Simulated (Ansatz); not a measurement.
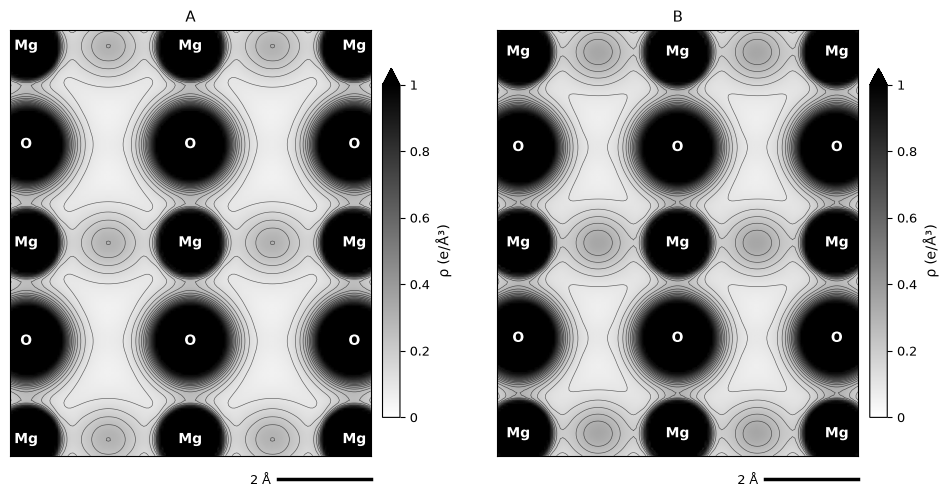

MgO. The valence electron density of two cells that differ in size, on the (100) plane of each (indices in the axes of the calculation cell), at one length scale and on one colour scale; one has 10.5 and the other 11.5 Å³ an atom.

Theory: DFT PBE, scalar-relativistic, plane waves, PAW (Ansatz 0.2.0).

The density is the valence pseudo-density of a PAW calculation; it isn't the true density close to the nuclei.

The larger cell:

```yaml
crystal:
  lattice:
    - [3.53867, 0.00000, 0.00000]
    - [-1.76934, 3.06458, 0.00000]
    - [0.00000, 0.00000, 4.24071]
  atoms:
    - { symbol: Mg, position: [0.66667, 0.33333, 0.75000] }
    - { symbol: Mg, position: [0.33333, 0.66667, 0.25000] }
    - { symbol: O, position: [0.66667, 0.33333, 0.25000] }
    - { symbol: O, position: [0.33333, 0.66667, 0.75000] }
```

The smaller cell: a = 3.434 Å, b = 3.434 Å, c = 4.115 Å, α = 90.00°, β = 90.00°, γ = 120.00°.

> Which is the denser cell? Describe the effect of the change.

Panel B is the smaller cell, by 9 % in volume. From the larger cell to the smaller, Mg–O goes from 2.12 to 2.06 Å, and the density at its midpoint from 0.32 to 0.38 e/Å³; the pressure goes from −1.3 to 12 GPa; the Kohn–Sham gap goes from 3.2 eV to 3.7 eV.
